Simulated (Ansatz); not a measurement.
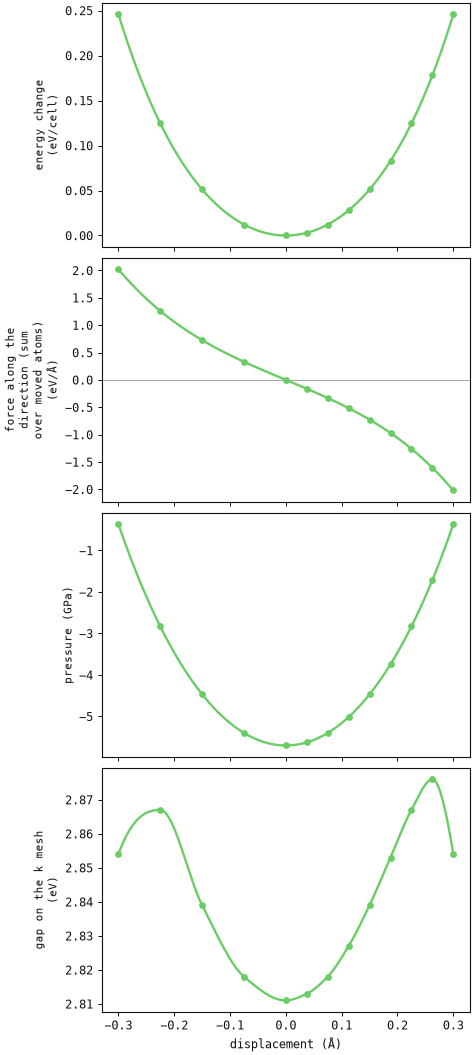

The picture above shows the energy change, force along the direction (sum over moved atoms), pressure and gap on the k mesh against displacement for CdF₂, space group Fm-3m (No. 225).

The given structure:
```xyz
3
Lattice="0.0000 2.6940 2.6940 2.6940 0.0000 2.6940 2.6940 2.6940 0.0000" Properties=species:S:1:pos:R:3 pbc="T T T"
Cd    0.0000    0.0000    0.0000
F     1.3470    1.3470    1.3470
F     4.0410    4.0410    4.0410
```

Calculation (Ansatz 0.2.0): all atoms of one element of a crystal moved along a line, all else fixed, by plane-wave density functional theory with PAW datasets, free energies less that of the undisturbed cell, pressure positive in compression; scalar-relativistic. Level: LDA, no spin polarisation.

| setting | value |
| --- | --- |
| wave cutoff | 420 eV |
| k mesh | 8×8×8 |
| occupations | Gaussian |
| smearing width | 0.05 eV |
| k shift | (0, 0, 0) (mesh steps) |
| start | as given |
| moved element | Cd |
| direction | (0.5774, 0.5774, 0.5774) (Cartesian unit vector) |

The points at displacement −0.225, −0.075, 0.15 and 0.3 follow from computed ones by symmetry.

Question: Does the undistorted structure sit at the bottom of the curve?

Answer: Yes: the energy rises on both sides of the starting structure, which is therefore a minimum along this path.

Question: What does the force along the direction (sum over moved atoms) do across the range?

Answer: It falls from 2.02 eV/Å at displacement −0.3000 Å to −2.02 eV/Å at 0.3000 Å, and changes sign near 0.000 Å.

Question: What does the pressure do across the range?

Answer: It goes from −0.368 GPa at displacement −0.3000 Å to −0.368 GPa at 0.3000 Å, not monotonically, with a low of −5.701 GPa at 0.0000 Å.

Question: How does the gap on the k mesh respond?

Answer: It stays open and runs from 2.854 eV at displacement −0.3000 Å to 2.854 eV at 0.3000 Å, with its largest value, 2.876 eV, at 0.2625 Å, with its least value, 2.811 eV, at 0.0000 Å.

Keep in mind: reference crystal is not relaxed.
